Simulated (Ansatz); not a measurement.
# MoS (slab): what the fields show

Input file:

```
crystal:
  lattice:
    - [3.1431208273, 0.0, 0.0]
    - [-1.5715604137, 2.7220224836, 0.0]
    - [0.0, 0.0, 21.2832906737]
  atoms:
    - { symbol: Mo, position: [0.6666666667, 0.3333333333, 0.3523891167] }
    - { symbol: S, position: [0.3333333333, 0.6666666667, 0.4255867827] }
    - { symbol: S, position: [0.0, 0.0, 0.5743881339] }
    - { symbol: Mo, position: [0.3333333333, 0.6666666667, 0.6476108833] }
basis:
  ecutwfc: 420
kpoints:
  mp_grid: { grid: [9, 9, 1] }
hamiltonian:
  xc: pbesol
scf:
  occupations: { method: gaussian, width: 0.05 }
output:
  forces: true
  eigenvalues: true
  write_density: true
  write_potential: true
  elf: true
  volumetric_format: npy
relax:
  adjacent_minimum: "off"
  f_tol: 0.02
  max_steps: 60
efield:
  axis: 3
  dipole_correction: true
  ramp_width: 0.04
```

Run with:

```sh
ansatz run input.yaml --threads 1 --pin off --max-ram 2560MiB --backend cpu --events-out ev --progress --plain --runs-dir out
```

The fields are those of the relaxed geometry.

Computed without spin polarisation.

These are results of DFT PBEsol, scalar-relativistic, plane waves, PAW in Ansatz, not measurements.

Core electrons are frozen (PAW), and the valence fields are smoothed inside the atomic spheres.

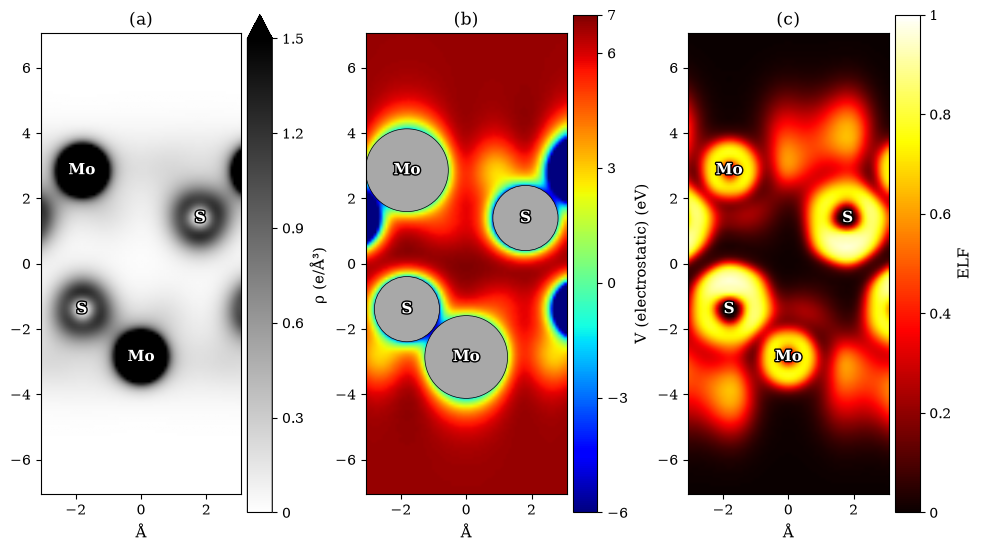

Figure 1. (a) valence pseudo-density; (b) electrostatic potential (local pseudopotential plus Hartree) felt by an electron; (c) electron localisation function on the (110) plane of the calculation cell, a cut from vacuum to vacuum. Grey discs cover the atomic cores in the potential map.

### What does the map show?

The section cuts through Mo and S sites. Mo–S (2.33 Å): ρ is about 0.69 e/Å³ halfway; the ELF peaks at about 0.85 in the valence shell of S, 0.8 Å from its nucleus, and is about 0.45 at the midpoint. The density dies away to nearly zero in the vacuum. The features right at Mo lie inside the PAW spheres, where the map follows smoothed inner orbitals and isn't to be read closely. Outside the cores the potential energy rises away from the atoms and is highest in the vacuum; its zero is arbitrary.

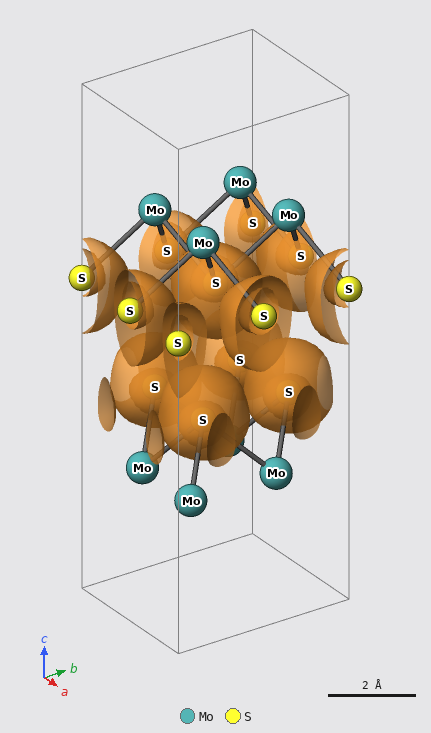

Figure 2. Isosurface of the ELF at 0.7 (orange), seen slightly off an axis. Core shells and regions of very low density are left out. Sticks mark near contacts.

### Identify the bonds, lone pairs and shells in this picture.

At this value the surface marks out two regions wrapped around S (the valence shell of each), counted in one cell of 4 atoms. Counts are for one cell; the picture repeats the cell along the surface.

### Does the calculation give a band gap?

It is metallic or semimetallic at this level of theory: no gap opens.
